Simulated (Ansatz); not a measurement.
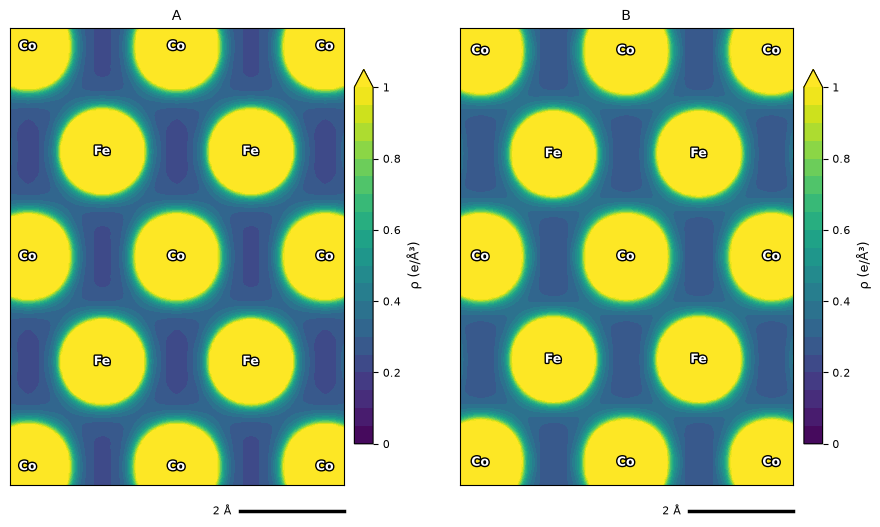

FeCo. The valence electron density of two cells that differ in size, on the (101̄) plane of each (indices in the axes of the calculation cell), at one length scale and on one colour scale; one has 11.0 and the other 11.7 Å³ an atom.

All numbers below come from Kohn-Sham DFT of a periodic cell, PBE, Ansatz PAW (Ansatz 0.2.0).

The density is the valence pseudo-density of a PAW calculation; it isn't the true density close to the nuclei.

The larger cell:

```xyz
2
Lattice="2.8570 0.0000 0.0000 0.0000 2.8570 0.0000 0.0000 0.0000 2.8570" Properties=species:S:1:pos:R:3 pbc="T T T"
Co    0.0000    0.0000    0.0000
Fe    1.4285    1.4285    1.4285
```

The smaller cell: a = 2.799 Å, b = 2.799 Å, c = 2.799 Å, α = 90.00°, β = 90.00°, γ = 90.00°.

Which panel shows the smaller cell, and what does the compression change?

Answer. Panel B is the smaller cell, by 6 % in volume. From the larger cell to the smaller, Fe–Co goes from 2.47 to 2.42 Å, and the density at its midpoint from 0.34 to 0.37 e/Å³; the pressure goes from −2.5 to 9 GPa; the largest moment (Fe) goes from 2.8 to 2.7 μB.
